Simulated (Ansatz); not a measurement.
## Run report: C41O, single-point calculation (part 2 of 2)

Continued. System: C41O (slab, 42 atoms in the cell). Method: DFT PBE+D3(BJ), scalar-relativistic, plane waves, PAW, PAW set soft_1, no spin polarisation (Ansatz 0.2.0); cutoff 420 eV, 4×4×1 k-mesh, Gaussian smearing of 0.05 eV. The structure derives from an entry of the Crystallography Open Database.

### Output, continued
```
--- Forces (eV/Å), atoms counted from 1 ---
  atom   1  C     -2.58775314     6.09323236     1.14124643
  atom   2  C     -2.58589600     6.09239124     1.14163246
  atom   3  C     -2.58557806     6.09275029     1.14140011
  atom   4  C     -2.58743042     6.09216843     1.14151571
  atom   5  C      2.58767409    -6.09334439     1.14129665
  atom   6  C      2.58572609    -6.09241668     1.14166221
  atom   7  C      2.58568820    -6.09286978     1.14152348
  atom   8  C      2.58747204    -6.09200001     1.14138891
  atom   9  C     -0.16130813     0.37831834    -1.15224432
  atom  10  C     -0.16106789     0.37886315    -1.15337806
  atom  11  C     -0.16117752     0.37885604    -1.15264452
  atom  12  C     -0.16182108     0.37798422    -1.15290871
  atom  13  C      0.16187278    -0.37730890    -1.15245354
  atom  14  C      0.16130589    -0.37882832    -1.15314685
  atom  15  C      0.16067888    -0.37856732    -1.15290321
  atom  16  C      0.16164751    -0.37864931    -1.15263439
  atom  17  C     -0.00222832    -0.00666735     0.00997625
  atom  18  C     -0.00342211    -0.00488333     0.01253151
  atom  19  C     -0.00292002    -0.00620773     0.01199256
  atom  20  C     -0.00373314    -0.00486186     0.01211084
  atom  21  C      0.00420371     0.00491325     0.01059056
  atom  22  C      0.00327521     0.00506636     0.01262226
  atom  23  C      0.00330259     0.00469180     0.01231725
  atom  24  C      0.00263579     0.00644320     0.01169635
  atom  25  C      0.00727542     0.00309374    -0.00162902
  atom  26  C      0.00420486     0.00440266    -0.01226781
  atom  27  C      0.00320170     0.00577780    -0.00555500
  atom  28  C      0.00735762     0.00172249    -0.01179923
  atom  29  C     -0.00960062     0.00209666    -0.00901791
  atom  30  C     -0.00477823    -0.00555802    -0.01081972
  atom  31  C     -0.00502365    -0.00161557    -0.01194953
  atom  32  C     -0.00565312    -0.00665727    -0.00426447
  atom  33  C      0.00891670    -0.00490448     0.01773396
  atom  34  C      0.00864664    -0.00929173     0.01197110
  atom  35  C      0.00587903    -0.00736481     0.01856433
  atom  36  C      0.00770706    -0.00286867     0.00667452
  atom  37  C     -0.00916193    -0.00152510     0.00239879
  atom  38  C     -0.00790959     0.00897455     0.01349704
  atom  39  C     -0.00641315     0.00524130     0.00826279
  atom  40  C     -0.00983498     0.00503056     0.01943277
  atom  41  O      0.00456976     0.00522448     1.53090771
  atom  42  C     -0.00052587    -0.00086770    -1.56492458
  max |Σ_I F_I| component: 4.06e-4 eV/Å
--- Band table (eV; the first three rows and the last of 10) ---
  k-point 0: bands = ["-26.0657", "-21.3231", "-21.0432", "-19.9483", "-19.8235", "-19.6932", "-19.5643", "-19.4731", "-19.2162", "-18.2198", "-18.1029", "-17.8188", "-17.6981", "-16.7591", "-16.5640", "-16.0099", "-15.9739", "-15.9065", "-15.8593", "-15.3303", "-15.3049", "-14.4173", "-14.3964", "-14.2670", "-14.1752", "-13.9048", "-13.8182", "-12.6016", "-12.5417", "-11.3520", "-11.3308", "-11.2736", "-11.2691", "-11.1815", "-11.1096", "-11.1011", "-10.5927", "-10.5656", "-10.1636", "-10.1423", "-10.0501", "-9.6846", "-9.6300", "-8.9224", "-8.9215", "-8.7352", "-8.7005", "-8.6989", "-8.6891", "-8.6508", "-8.6039", "-8.1926", "-8.1450", "-7.9612", "-7.8394", "-7.8124", "-7.8041", "-7.7769", "-7.7195", "-7.3884", "-7.3026", "-7.1058", "-6.9789", "-6.4290", "-6.2850", "-6.1195", "-6.1075", "-5.4838", "-5.3378", "-5.3356", "-4.8251", "-4.7360", "-4.6595", "-4.6169", "-4.3463", "-4.0627", "-3.9727", "-3.9266", "-3.8783", "-3.6635", "-3.4894", "-3.4202", "-3.3585", "-2.7610", "-2.5852", "-2.5168", "-1.9765", "-1.9140", "-1.8242", "-1.6176", "-1.4700", "-1.3251", "-1.3070", "-0.8509", "-0.6641", "-0.4998", "-0.3499", "0.0684", "0.7603", "0.7722", "0.8002", "1.2825", "1.4075", "1.8446", "1.9229", "2.3929", "2.4941", "2.9482", "3.0182", "3.2190", "3.5588", "4.0046", "4.1414", "4.2037", "4.4120", "4.6389", "4.6560", "4.7005", "4.8674", "4.9605", "5.1726", "5.2544", "5.3943", "5.4968", "5.6008", "5.6118", "5.7067"]
  k-point 1: bands = ["-26.0657", "-21.2280", "-20.9593", "-20.4789", "-20.2929", "-19.3838", "-19.1378", "-19.0315", "-18.9570", "-18.6168", "-18.4572", "-17.2534", "-17.1854", "-16.9843", "-16.9712", "-16.5743", "-16.4237", "-16.0864", "-15.9515", "-15.3357", "-15.3349", "-14.2974", "-14.2156", "-13.6437", "-13.5833", "-13.4762", "-13.4707", "-12.7740", "-12.7129", "-12.1113", "-12.0790", "-11.2511", "-11.1860", "-11.1760", "-11.0169", "-10.9829", "-10.4232", "-10.3952", "-10.3626", "-10.3422", "-9.9110", "-9.3267", "-9.2949", "-9.2300", "-9.2279", "-9.1316", "-9.1245", "-8.8208", "-8.6990", "-8.6979", "-8.3602", "-8.3020", "-8.1263", "-8.0171", "-7.7317", "-7.7082", "-7.5673", "-7.5654", "-7.5546", "-7.3511", "-7.3078", "-7.0471", "-6.7310", "-6.3719", "-6.3534", "-6.1098", "-5.8636", "-5.3124", "-5.2683", "-4.8545", "-4.8094", "-4.7375", "-4.7184", "-4.6168", "-4.5721", "-4.4260", "-4.1418", "-3.9949", "-3.9261", "-3.8625", "-3.6560", "-3.6171", "-3.4947", "-3.0443", "-2.8984", "-2.4797", "-2.3887", "-1.6098", "-1.6046", "-1.4950", "-1.4583", "-0.8761", "-0.8380", "-0.6753", "-0.5695", "-0.2229", "0.0899", "0.3030", "0.7510", "0.7730", "0.8293", "0.8336", "1.2270", "1.3233", "1.6463", "2.5539", "2.6690", "2.9095", "3.1392", "3.2352", "3.3716", "3.4765", "3.7034", "3.7321", "4.3608", "4.5529", "4.6391", "4.7115", "4.8847", "4.9096", "5.1156", "5.1290", "5.1897", "5.4180", "5.5734", "5.6627", "5.7139"]
  k-point 2: bands = ["-26.0657", "-20.9447", "-20.9438", "-20.7085", "-20.7076", "-19.1241", "-19.1230", "-18.9115", "-18.9104", "-17.9943", "-17.9941", "-17.9873", "-17.9870", "-16.6167", "-16.6153", "-16.5274", "-16.5261", "-16.0973", "-16.0971", "-15.9975", "-15.9975", "-13.3491", "-13.3481", "-13.3407", "-13.3394", "-12.9164", "-12.9157", "-12.8908", "-12.8899", "-12.5000", "-12.4999", "-12.4375", "-12.4374", "-11.1836", "-10.3095", "-10.3090", "-10.2716", "-10.2710", "-9.9968", "-9.9954", "-9.9813", "-9.9796", "-9.4982", "-9.4973", "-9.3558", "-9.3555", "-9.3507", "-9.3501", "-8.6991", "-8.6982", "-7.9224", "-7.9216", "-7.8596", "-7.8589", "-7.8339", "-7.8331", "-7.6364", "-7.6351", "-7.3655", "-7.3654", "-7.3646", "-7.3645", "-6.2000", "-6.1988", "-6.1094", "-5.4773", "-5.4770", "-5.4731", "-5.4730", "-5.0993", "-5.0973", "-4.8445", "-4.8341", "-4.6015", "-4.5974", "-4.2023", "-4.2008", "-4.0270", "-4.0270", "-3.8792", "-3.8787", "-3.5862", "-3.5859", "-3.5791", "-3.5790", "-1.9799", "-1.9793", "-1.9549", "-1.9533", "-1.0998", "-1.0938", "-1.0745", "-1.0724", "-0.0594", "-0.0575", "0.2718", "0.2724", "0.7461", "0.7728", "0.8963", "0.8975", "0.9177", "0.9189", "1.2776", "1.2783", "1.5554", "1.5567", "2.9675", "3.0365", "3.6725", "3.7053", "3.7700", "3.9156", "4.1267", "4.1584", "4.1746", "4.1830", "4.2158", "4.2268", "4.8103", "4.8719", "4.8931", "5.1020", "5.5978", "5.7156", "5.8216", "5.9039"]
  k-point 9: bands = ["-26.0657", "-20.8965", "-20.8955", "-20.7610", "-20.7599", "-19.0779", "-19.0766", "-18.9619", "-18.9605", "-18.0935", "-18.0933", "-17.8828", "-17.8826", "-16.6065", "-16.6050", "-16.5476", "-16.5457", "-16.0676", "-16.0675", "-16.0166", "-16.0162", "-13.3599", "-13.3585", "-13.3319", "-13.3304", "-12.9416", "-12.9406", "-12.8616", "-12.8607", "-12.4916", "-12.4915", "-12.4440", "-12.4438", "-11.1836", "-10.3074", "-10.3067", "-10.2792", "-10.2788", "-9.9896", "-9.9885", "-9.9882", "-9.9855", "-9.3658", "-9.3652", "-9.3383", "-9.3378", "-9.2001", "-9.1990", "-8.6996", "-8.6981", "-8.3051", "-8.3042", "-7.8464", "-7.8459", "-7.8452", "-7.8438", "-7.3710", "-7.3709", "-7.3639", "-7.3634", "-7.3469", "-7.3459", "-6.5720", "-6.5705", "-6.1520", "-6.1515", "-6.1085", "-4.8727", "-4.8713", "-4.8564", "-4.8479", "-4.6726", "-4.6703", "-4.6516", "-4.6510", "-4.5693", "-4.5659", "-4.1400", "-4.1399", "-3.7644", "-3.7640", "-3.6682", "-3.6680", "-3.3174", "-3.3172", "-2.0822", "-2.0805", "-1.8617", "-1.8610", "-1.1977", "-1.1905", "-0.9912", "-0.9892", "-0.0722", "-0.0710", "0.3695", "0.3699", "0.6583", "0.6605", "0.7413", "0.7603", "0.9541", "0.9545", "1.5621", "1.5627", "1.6599", "1.6602", "3.1728", "3.3440", "3.7450", "3.7461", "4.0183", "4.1112", "4.1675", "4.3532", "4.3675", "4.4147", "4.6199", "4.6325", "4.7324", "4.7421", "5.0864", "5.1301", "5.1931", "5.1968", "5.3809", "5.3820"]
```

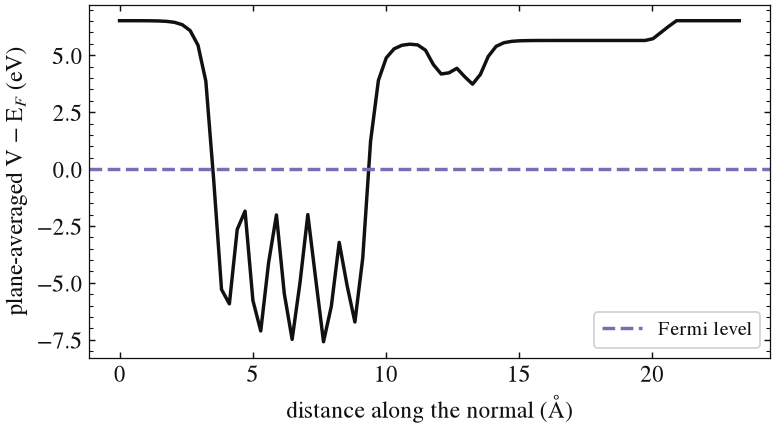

Fig. 1: Plane average of the electrostatic potential energy of an electron across the cell, from the Fermi level. The vacuum level lies 5.65 eV above the Fermi level on the upper side and 6.52 eV on the lower.

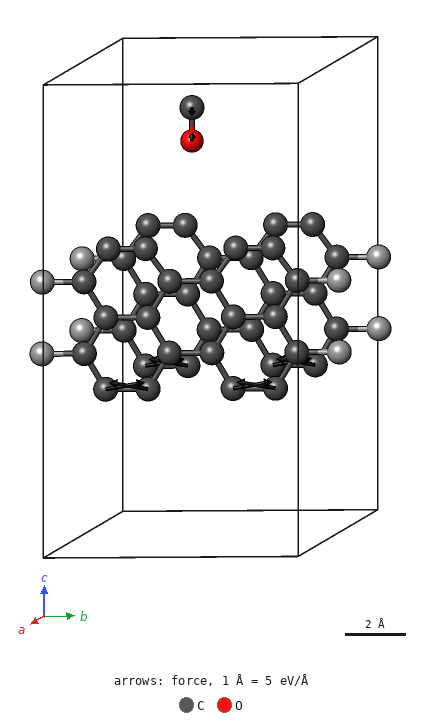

Fig. 2: Forces on the atoms as black arrows (ball-and-stick view of the cell of the calculation, with the vacuum cut short, seen slightly off an axis; neighbours outside the cell are drawn fainter); the smallest are left out. The largest act on C1, C2, C3, C4, C5, C6 and 2 more (6.72 eV/Å). Atoms are counted from 1 in the order of the input and aren't labelled in the picture. The geometry is not a stationary point of this energy.

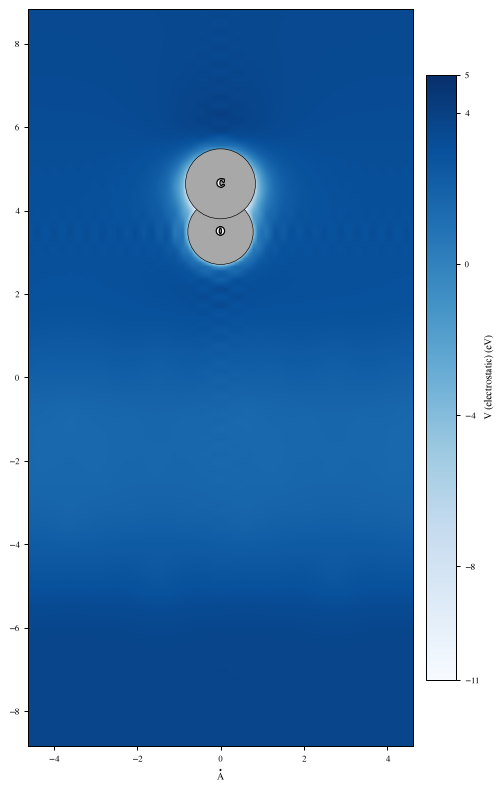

Fig. 3: Electrostatic potential energy of an electron on the (100) plane of the calculation cell, a cut from vacuum to vacuum. Grey discs, where drawn, cover atomic cores. In a PAW calculation such maps are meaningful between the atoms, not at the nuclei.
